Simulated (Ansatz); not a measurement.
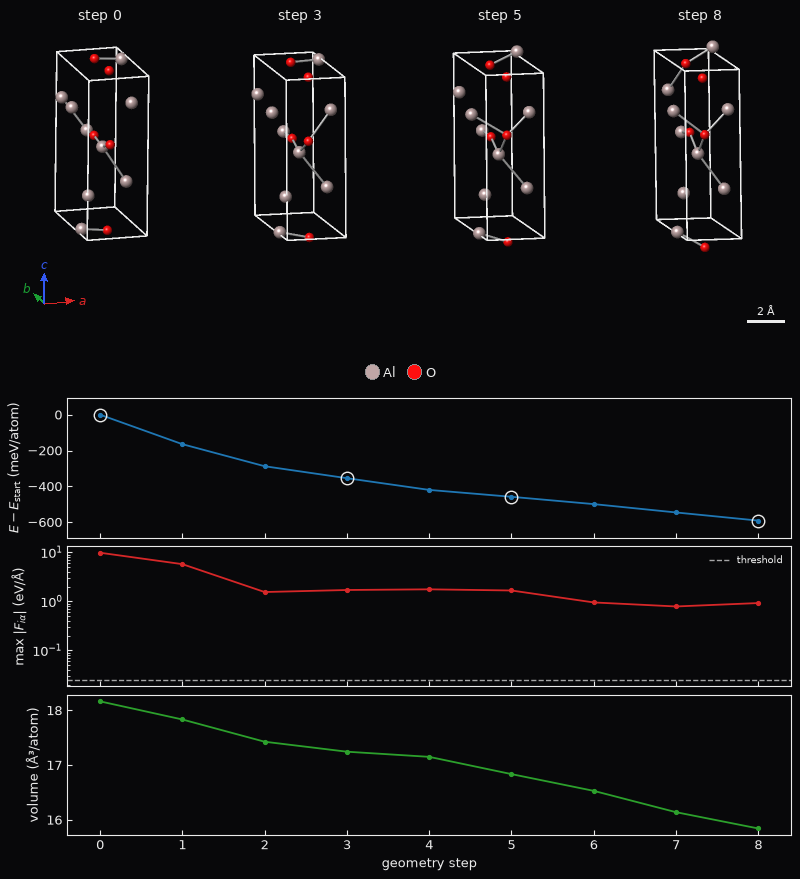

Frames of a relaxation of solid Al$_{2}$O (a generated structure, set up in P1) (coarse preliminary run), marked on the history of the run. A ball-and-stick model of the cell of the calculation, seen slightly off an axis.

The calculation used DFT PBE, scalar-relativistic, plane waves, PAW in Ansatz 0.2.0. Set-up: plane-wave cutoff 420 eV; k-point mesh 6 × 4 × 4; occupations gaussian; smearing width 0.2 eV; no spin polarisation; cell and atoms relaxed; force threshold 0.025 eV/Å; at most 60 steps.

Describe the path.

Answer. The run was cut off at its time limit before the relaxation converged, so the last structure is only a point on the way. The largest moves relative to the cell, 0.81 Å, are those of Al and O atoms. By element the largest moves are Al 0.81 Å, O 0.80 Å. Cell: a 3.430 → 3.109 Å (−9.4 %), b 6.898 → 6.236 Å (−9.6 %), c 9.220 → 9.908 Å (+7.5 %), α 92.3° → 97.1°, β 89.4° → 93.6°, γ 90.1° → 91.7°. Volume −12.8 %. Among the contacts that change: Al–O 3.497 → 2.186 Å, Al–O 3.441 → 2.357 Å, Al–O 2.932 → 1.905 Å, Al–O 3.010 → 2.301 Å. New bonds form: Al–O (2.93 → 1.91 Å), Al–O (3.50 → 2.19 Å). Bond angles that change, for instance: O–Al–O 153.8° → 102.2°, O–Al–O 165.0° → 119.8°, Al–O–Al 165.0° → 119.8°. The space group stays P1 (No. 1). After 8 geometry steps the energy has fallen by 591 meV per atom. Largest force component: 9.8 eV/Å at the start, 0.92 eV/Å at the end. The pressure goes from 5.49 to −0.98 GPa. From step 0 to 3: an Al atom moves most (0.51 Å), volume −5.1 %, energy −355 meV per atom. From step 3 to 5: Al and O atoms move most (0.33 Å), volume −2.4 %, energy −104 meV per atom. From step 5 to 8: an Al atom moves most (0.48 Å), volume −5.9 %, energy −133 meV per atom.

```csv
step,"E − E(0), meV/atom","largest force component, eV/Å","pressure, GPa","volume, Å³/atom"
0,0.00,9.7873,5.49,18.164
1,-164.61,5.7252,2.39,17.833
2,-287.71,1.5459,0.81,17.427
3,-354.54,1.7005,0.24,17.245
4,-419.91,1.7553,-0.99,17.151
5,-458.37,1.6621,-1.58,16.835
6,-499.21,0.9482,-1.31,16.529
7,-545.79,0.7849,-0.93,16.140
8,-591.35,0.9213,-0.98,15.842
```
